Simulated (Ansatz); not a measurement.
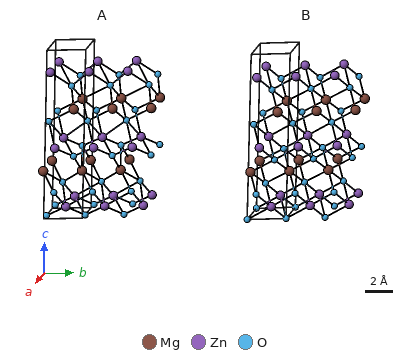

Two geometries of a crystal of Mg2Zn3O5 (a generated structure, set up in P1) (coarse preliminary run), drawn at one scale. One is the start of a relaxation, the other its converged end. A ball-and-stick model of the cell of the calculation, reduced to other axes, repeated 2 × 3 × 1 with one cell outlined, seen slightly off an axis. Lengths and directions refer to the drawn axes.

These are results of Ansatz 0.2.0, DFT PBE, scalar-relativistic, plane waves, PAW, not measurements. Settings: plane-wave cutoff 420 eV; k-point mesh 6 × 6 × 6; occupations gaussian; smearing width 0.1 eV; no spin polarisation; cell and atoms relaxed; force threshold 0.025 eV/Å; at most 60 steps.

> Which of the two is the end point?

Structure B is the relaxed one. The largest moves relative to the cell, 0.33 Å, are those of Mg and Zn atoms. Largest moves by element: Zn 0.33 Å, Mg 0.33 Å, O 0.32 Å. The drawn cell changes as follows: a 2.972 → 3.045 Å (+2.5 %), b 3.018 → 3.045 Å (+0.9 %), c 12.800 → 12.498 Å (−2.4 %), α 91.1° → 90.0°, β 95.1° → 97.0°, γ 118.9° → 120.0°; the volume changes by −0.5 %. Among the contacts that change: Mg–O 2.643 → 2.125 Å, O–Zn 1.670 → 2.170 Å, O–Zn 1.715 → 2.160 Å, O–Zn 2.580 → 2.160 Å. New bonds form, among them: Mg–O (2.63 → 2.13 Å). Bond angles that change, for instance: O–Mg–O 117.5° → 88.5°, Mg–O–Zn 151.8° → 178.3°, O–Mg–O 154.2° → 180.0°. The space group (tolerance 0.01 Å) goes from P1 (No. 1) to R-3m (No. 166). After 7 accepted moves (9 points after the start) the energy has fallen by 328 meV per atom. The largest force component goes from 6.6 to 0.0026 eV/Å. The pressure goes from 16.38 to 0.01 GPa. The SCF was repeated twice at an unchanged geometry on a basis and grid sized afresh for the cell, which shifted the energy by 0.2 meV per atom at most. Cost: 5 min on 4 threads of Intel(R) Xeon(R) Processor @ 2.50GHz (Skylake/Cascade Lake) (shared host), peak memory 0.77 GiB.
